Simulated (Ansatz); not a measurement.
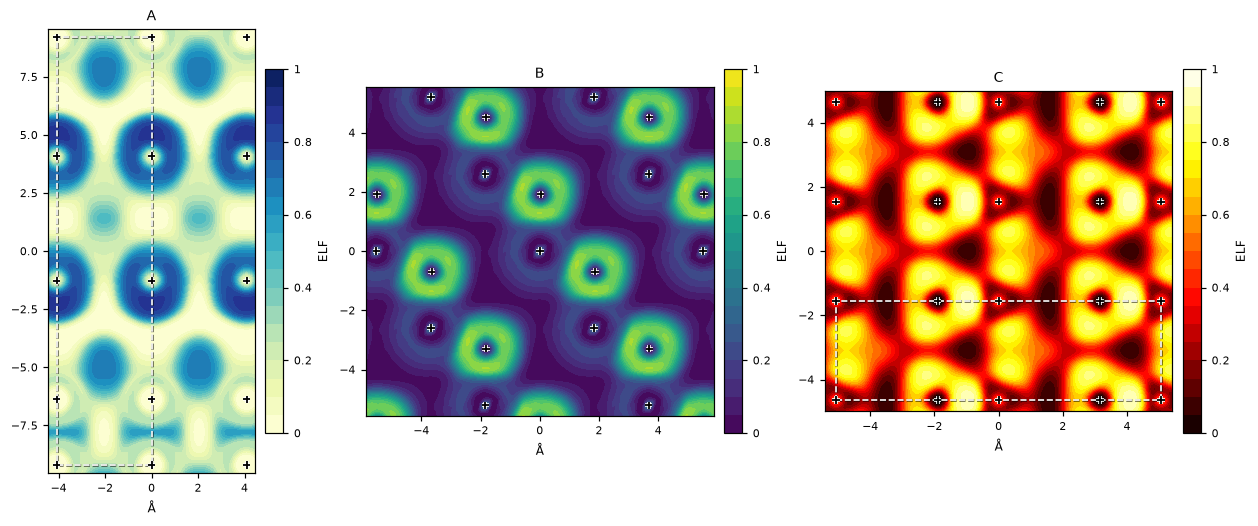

The electron localisation function of 3 systems, each on a plane through atoms (crosses mark nuclei in the plane).

Theory: DFT PBE, scalar-relativistic, plane waves, PAW in Ansatz 0.2.0.

System 1: InSe, the (010) plane of the conventional cell. Space group P6₃/mmc.

```
In Se
1.0
     4.08963    0.00000    0.00000
    -2.04481    3.54172    0.00000
     0.00000    0.00000   18.40302
In Se
4 4
Cartesian
  0.0000 2.3612 3.1880
  2.0448 1.1806 12.3895
  0.0000 2.3612 6.0136
  2.0448 1.1806 15.2151
  0.0000 2.3612 11.1186
  2.0448 1.1806 1.9170
  0.0000 2.3612 16.4860
  2.0448 1.1806 7.2845
```

System 2: SiC, the (11̄0) plane of the conventional cell. Space group P6₃mc; a structure from a database of computed crystals, not necessarily the ambient phase.

System 3: GaN, the (11̄0) plane of the calculation cell. Space group Cm; a structure from a database of computed crystals, not necessarily the ambient phase; not relaxed (largest force 0.6 eV/Å); computed pressure about 5 GPa in this cell.

```
CELL_PARAMETERS angstrom
0.00000 -2.25350 -2.25350
-2.25350 0.00000 -2.25350
2.25350 2.25350 -4.50700
ATOMIC_POSITIONS crystal
Ga 0.50118 0.50118 0.49882
Ga 0.00118 0.00118 0.99882
N 0.36912 0.36912 0.88088
N 0.86912 0.86912 0.38088
```

### Which map belongs to which system?

Panel A is system 1, InSe: the plane holds In and Se. In–In (2.83 Å): the ELF reaches about 0.55 near the midpoint. Panel B is system 3, GaN: the plane holds Ga and N. Ga–N (1.92 Å): the ELF peaks at about 0.85 in the valence shell of N, 0.6 Å from its nucleus, and is about 0.50 at the midpoint. Panel C is system 2, SiC: the plane holds Si and C. Si–C (1.90 Å): the ELF peaks at about 0.95 between the atoms (a covalent bond).
